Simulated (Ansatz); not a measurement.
## AlRu: single-point calculation (part 2 of 2)

Continued. System: AlRu (slab, 24 atoms in the cell). Method: DFT LDA, scalar-relativistic, plane waves, PAW, no spin polarisation (Ansatz 0.2.0); cutoff 420 eV, 5×5×1 k-mesh, Gaussian smearing of 0.1 eV. The structure derives from an entry of the Crystallography Open Database. It belongs to a series of runs on one base structure; here: the slab alone at its places under the adsorbate.

Geometry of the input (Å; fractional positions):
```
5.9832  0.0000  0.0000
0.0000  5.9832  0.0000
0.0000  0.0000  29.3790
Ru 0.2500  0.2500  0.3404
Ru 0.2500  0.7500  0.3404
Ru 0.7500  0.2500  0.3404
Ru 0.7500  0.7500  0.3404
Al 0.0000  0.0000  0.3913
Al 0.0000  0.5000  0.3913
Al 0.5000  0.0000  0.3913
Al 0.5000  0.5000  0.3913
Ru 0.2500  0.2500  0.4422
Ru 0.2500  0.7500  0.4422
Ru 0.7500  0.2500  0.4422
Ru 0.7500  0.7500  0.4422
Al 0.0000  -0.0060  0.4914
Al 0.0000  0.5060  0.4914
Al 0.5000  -0.0067  0.4910
Al 0.5000  0.5067  0.4910
Ru 0.2485  0.2500  0.5394
Ru 0.2445  0.7500  0.5439
Ru 0.7515  0.2500  0.5394
Ru 0.7555  0.7500  0.5439
Al 0.0000  0.0071  0.5900
Al 0.0000  0.4929  0.5900
Al 0.5000  -0.0001  0.5832
Al 0.5000  0.5001  0.5832
```

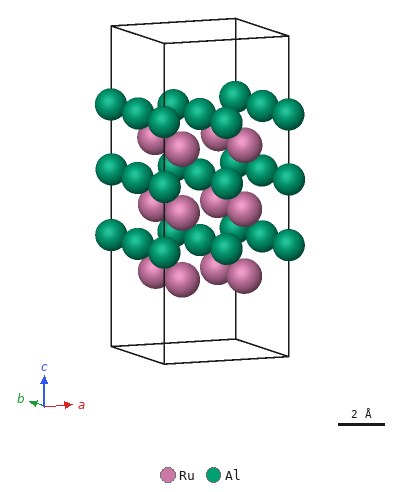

Figure 1. The input geometry (spheres-only view of the cell of the calculation, with the vacuum cut short, seen slightly off an axis). An atom can appear more than once, as a periodic image.

Output, continued
```
  k-point 0: bands = ["-69.7046", "-69.6884", "-69.6883", "-69.6723", "-69.5991", "-69.5834", "-69.5749", "-69.5593", "-69.5161", "-69.5012", "-69.5008", "-69.4861", "-39.9550", "-39.9545", "-39.9287", "-39.9286", "-39.8790", "-39.8549", "-39.8317", "-39.8097", "-39.7993", "-39.7934", "-39.7723", "-39.7685", "-39.7435", "-39.7386", "-39.7305", "-39.7245", "-39.7194", "-39.7079", "-39.7062", "-39.6859", "-39.6652", "-39.6618", "-39.6411", "-39.6404", "-39.5992", "-39.5917", "-39.5847", "-39.5809", "-39.5809", "-39.5695", "-39.5664", "-39.5631", "-39.4722", "-39.4684", "-39.4525", "-39.4521", "-7.4653", "-6.2474", "-4.3694", "-4.1770", "-3.9679", "-3.9522", "-3.5601", "-3.5503", "-3.5011", "-3.4984", "-3.3441", "-3.2713", "-3.1939", "-2.7649", "-2.4407", "-2.4297", "-2.3748", "-2.3725", "-1.7295", "-1.6608", "-1.6587", "-1.3700", "-1.3582", "-1.1695", "-1.0049", "-0.9924", "-0.9752", "-0.6530", "-0.6427", "-0.6019", "-0.4621", "-0.0414", "-0.0379", "0.0504", "0.0800", "0.1515", "0.2340", "0.3260", "0.4067", "0.4850", "0.4869", "0.4909", "0.5218", "0.5730", "0.5930", "0.6219", "0.6221", "0.9628", "0.9672", "1.0127", "1.3670", "1.3703", "1.4257", "1.4257", "1.7099", "1.7299", "1.8501", "1.8519", "2.0306", "2.0381", "2.1504", "2.1516", "2.1877", "2.1882", "2.3470", "2.4043", "2.4429", "2.4443", "2.7162", "2.8078", "2.8500", "2.9542", "3.1947", "3.1952", "3.3884", "3.6016", "3.7881", "3.8063", "3.8480", "3.8669", "3.9847", "3.9947", "4.2118", "4.2130", "4.9976", "5.5172", "5.8325", "6.1195", "6.2386", "6.2898"]
  k-point 1: bands = ["-69.7031", "-69.6899", "-69.6869", "-69.6737", "-69.5982", "-69.5826", "-69.5758", "-69.5602", "-69.5147", "-69.5022", "-69.4998", "-69.4875", "-39.9521", "-39.9353", "-39.9312", "-39.9096", "-39.8778", "-39.8540", "-39.8329", "-39.8107", "-39.7972", "-39.7744", "-39.7743", "-39.7633", "-39.7502", "-39.7434", "-39.7369", "-39.7288", "-39.7210", "-39.7079", "-39.7064", "-39.6874", "-39.6634", "-39.6436", "-39.6429", "-39.6227", "-39.6049", "-39.5974", "-39.5903", "-39.5859", "-39.5827", "-39.5792", "-39.5709", "-39.5647", "-39.4871", "-39.4709", "-39.4703", "-39.4537", "-7.2754", "-6.0752", "-4.7930", "-4.2676", "-4.1122", "-4.0152", "-3.8964", "-3.7252", "-3.4682", "-3.3358", "-3.2979", "-3.2174", "-2.6278", "-2.5744", "-2.3820", "-2.2705", "-2.2198", "-1.9845", "-1.6645", "-1.6259", "-1.5814", "-1.4141", "-1.2506", "-1.1781", "-1.0803", "-0.9285", "-0.9170", "-0.8846", "-0.7557", "-0.5456", "-0.4713", "-0.3706", "-0.1652", "-0.0734", "-0.0176", "0.0056", "0.1114", "0.2302", "0.2635", "0.3537", "0.4246", "0.4834", "0.5800", "0.5973", "0.6750", "0.7491", "0.8323", "0.9296", "0.9736", "1.0853", "1.3762", "1.4126", "1.4774", "1.4983", "1.5267", "1.6256", "1.6920", "1.7126", "1.7151", "1.7954", "1.8593", "2.1316", "2.2225", "2.2352", "2.3773", "2.4227", "2.4750", "2.5565", "2.6566", "2.7551", "2.8892", "2.9072", "3.0969", "3.2360", "3.2996", "3.3479", "3.5431", "3.6587", "3.9304", "3.9796", "4.1521", "4.2602", "4.3478", "4.3740", "5.1196", "5.3177", "5.6852", "5.8941", "6.2628", "6.2923"]
  k-point 2: bands = ["-69.6995", "-69.6935", "-69.6834", "-69.6772", "-69.5965", "-69.5810", "-69.5774", "-69.5618", "-69.5112", "-69.5057", "-69.4964", "-69.4909", "-39.9456", "-39.9376", "-39.8848", "-39.8747", "-39.8608", "-39.8514", "-39.8355", "-39.8159", "-39.8127", "-39.7944", "-39.7923", "-39.7793", "-39.7330", "-39.7253", "-39.7248", "-39.7221", "-39.7113", "-39.7031", "-39.6994", "-39.6908", "-39.6596", "-39.6572", "-39.6467", "-39.6365", "-39.5959", "-39.5929", "-39.5875", "-39.5870", "-39.5762", "-39.5748", "-39.5737", "-39.5689", "-39.5357", "-39.5176", "-39.4684", "-39.4562", "-6.7249", "-5.8656", "-5.5826", "-4.8490", "-4.0544", "-3.9452", "-3.8604", "-3.8022", "-3.3521", "-3.2366", "-3.1366", "-2.9189", "-2.7481", "-2.2385", "-2.0585", "-1.8054", "-1.7773", "-1.7696", "-1.6696", "-1.5593", "-1.5374", "-1.4008", "-1.3559", "-1.2600", "-1.1838", "-1.1686", "-1.0170", "-0.9706", "-0.8390", "-0.7303", "-0.4617", "-0.3901", "-0.2652", "-0.1542", "-0.0912", "0.0438", "0.0441", "0.1243", "0.2498", "0.3041", "0.3404", "0.6223", "0.6629", "0.6760", "0.7111", "0.7593", "0.8335", "0.8871", "1.0733", "1.0880", "1.0997", "1.1343", "1.2291", "1.2857", "1.3712", "1.3838", "1.4152", "1.4298", "1.5968", "1.6943", "1.8112", "1.8677", "1.8762", "2.1593", "2.2199", "2.3178", "2.3379", "2.3724", "2.6162", "2.7571", "2.8186", "3.0517", "3.0772", "3.3497", "3.5022", "3.6169", "3.7851", "3.9685", "4.0471", "4.1147", "4.3185", "4.4000", "4.4956", "4.7068", "4.9923", "5.0481", "5.3545", "5.7158", "6.1116", "6.4608"]
  k-point 8: bands = ["-69.6941", "-69.6892", "-69.6881", "-69.6822", "-69.5911", "-69.5863", "-69.5721", "-69.5672", "-69.5061", "-69.5015", "-69.5006", "-69.4960", "-39.8780", "-39.8762", "-39.8719", "-39.8682", "-39.8630", "-39.8597", "-39.8270", "-39.8218", "-39.8092", "-39.8045", "-39.8022", "-39.7914", "-39.7223", "-39.7180", "-39.7143", "-39.7114", "-39.7096", "-39.7063", "-39.7044", "-39.6980", "-39.6591", "-39.6499", "-39.6453", "-39.6436", "-39.5943", "-39.5891", "-39.5867", "-39.5838", "-39.5815", "-39.5808", "-39.5802", "-39.5749", "-39.5352", "-39.5293", "-39.5238", "-39.5224", "-6.0470", "-5.2919", "-5.2773", "-4.9828", "-4.6962", "-4.3604", "-4.3329", "-3.8623", "-3.7457", "-3.5269", "-3.4822", "-3.1881", "-1.6927", "-1.6297", "-1.5633", "-1.4603", "-1.4499", "-1.4384", "-1.3448", "-1.3295", "-1.2341", "-1.1852", "-1.1790", "-1.1412", "-0.8693", "-0.8568", "-0.8436", "-0.7530", "-0.7326", "-0.7230", "-0.6182", "-0.4444", "-0.4047", "-0.3700", "-0.2015", "-0.1963", "0.1846", "0.2776", "0.2951", "0.3680", "0.3824", "0.4056", "0.4457", "0.7297", "0.7549", "0.8007", "0.8348", "0.8457", "0.8805", "0.8991", "0.9299", "0.9446", "0.9868", "1.0588", "1.0896", "1.1414", "1.1470", "1.1531", "1.1640", "1.2983", "1.4198", "1.4326", "1.4954", "1.6460", "1.6698", "1.6748", "1.6974", "1.6994", "1.7469", "1.7475", "1.8408", "2.0075", "3.1991", "3.3941", "3.4718", "3.7410", "3.9504", "4.4243", "4.4832", "4.9611", "5.1332", "5.1738", "5.2994", "6.0006", "6.0304", "6.1576", "6.2353", "6.5024", "6.7647", "6.8256"]
```

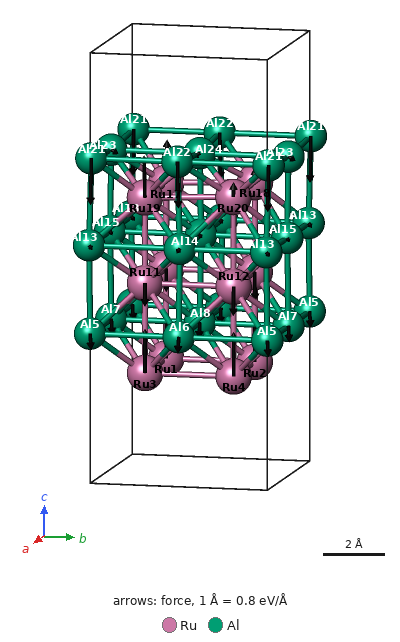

Figure 2. Forces on the atoms as black arrows (ball-and-stick view of the cell of the calculation, with the vacuum cut short, seen slightly off an axis; atoms are numbered from 1 in the order of the input). The largest act on Al21, Al22 (1.25 eV/Å); Ru2, Ru4 (1.19 eV/Å); Ru1, Ru3 (1.18 eV/Å); Ru17, Ru19 (1.14 eV/Å), among others. The geometry is not a stationary point of this energy.

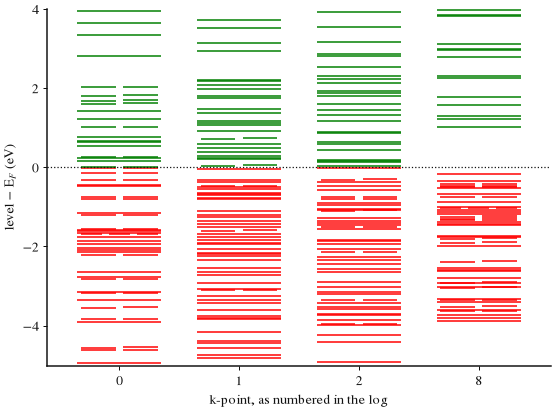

Figure 3. Kohn–Sham levels near the Fermi level (dotted) at the few k-points that the log prints; levels within 0.02 eV of each other stand side by side. The system is metallic on the full mesh.

Summary

| quantity | value |
| --- | --- |
| outcome | converged |
| electrons treated | 228 |
| free energy | −75255.1491 eV |
| work function, top face | 3.33 eV |
| work function, bottom face | 4.70 eV |
| Fermi energy | 2.180 eV |
| gap on the k-point mesh | none (metallic) |
| work function (upper face) | 3.33 eV |
| largest force (length of the vector) | 1.252 eV/Å |
| wall time | 70 s (CPU time 4.6 min) |
| peak memory | 2.8 GiB |
